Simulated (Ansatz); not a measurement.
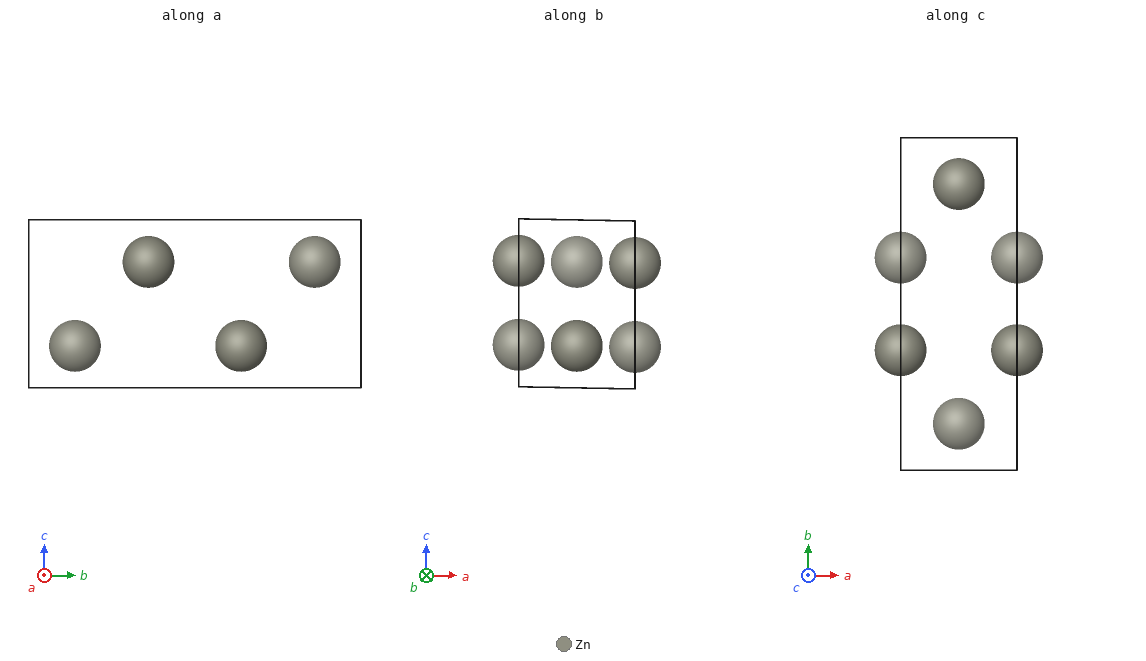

The figure gives a spheres-only picture of the atoms, viewed along the a axis, along the b axis and along the c axis. The frame is the conventional unit cell; atoms at its boundary are shown with their periodic copies.

Lattice parameters: a = 2.739 Å, b = 7.815 Å, c = 3.949 Å, α = 90.00°, β = 91.06°, γ = 90.00°.

Transcribe the picture into a table of Wyckoff sites, with free fractional coordinates to two decimals.

Space group C2/c (No. 15).
```csv
atom,site,x,y,z
Zn,4e,0.50,0.86,0.75
```

The starting point was a structure type filled with this element by a generator (whether the element takes this form wasn't checked). Earlier steps of the study may have refined or changed the cell and positions. It was run through Ansatz as a DFT input.
